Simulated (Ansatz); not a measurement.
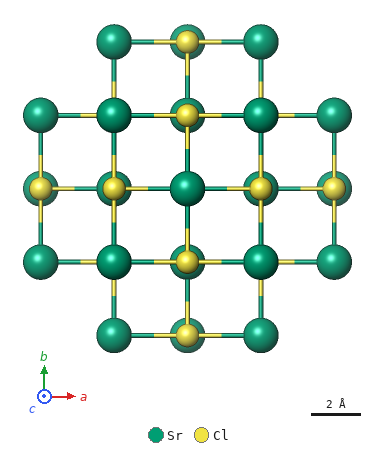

This is the input geometry for a relaxation of a crystal of SrCl (a generated structure, set up in Fm-3m). Style: ball-and-stick. Shown: the conventional cell (4 times the calculation's cell), along the c axis. Lengths and directions refer to the drawn axes.

Case: S → Cl, Y → Sr on all its sites, cell and atoms relaxed.

These are results of Ansatz, DFT r2SCAN, scalar-relativistic, plane waves, PAW, not measurements.

The input:
```yaml
crystal:
  lattice:
    - [0.0, 3.0044767934, 3.0044767934]
    - [3.0044767934, 0.0, 3.0044767934]
    - [3.0044767934, 3.0044767934, 0.0]
  atoms:
    - { symbol: Sr, position: [0.5, 0.5, 0.5] }
    - { symbol: Cl, position: [0.0, 0.0, 0.0] }
basis:
  ecutwfc: 500
kpoints:
  mp_grid: { grid: [12, 12, 12] }
hamiltonian:
  xc: r2scan
scf:
  occupations: { method: gaussian, width: 0.1 }
output:
  forces: true
  stress: true
  eigenvalues: true
relax:
  adjacent_minimum: "off"
  f_tol: 0.01
  max_steps: 60
  cell: { stress_tol: 0.1 }
```

Command:
```bash
ansatz run input.yaml --threads 1 --pin off --max-ram 2560MiB --backend cpu --events-out ev --progress --plain --runs-dir out
```

> Where does the relaxation end?

After 1 accepted move (2 points after the start) the energy has fallen by 1.3 meV per atom. All forces vanish by symmetry, so only the cell relaxes. Pressure: 0.70 GPa at the start and 0.09 GPa at the end. The SCF was repeated once at an unchanged geometry on a basis and grid sized afresh for the cell, which shifted the energy by 0.1 meV per atom at most. The atoms keep their places relative to the cell (all moves are under 0.005 Å). The drawn cell changes as follows: a = b = c 6.009 → 6.048 Å (+0.6 %); the volume changes by +1.9 %. Some distances before and after: Sr1–Cl2 3.004 → 3.024 Å. The space group stays Fm-3m (No. 225).

History of the run:

```tsv
step	E − E(0), meV/atom	pressure, GPa	volume, Å³/atom	note
0	0.00	0.70	27.121	
1	-1.25	0.09	27.649	
2	-1.31	0.09	27.649	same geometry, new basis
```
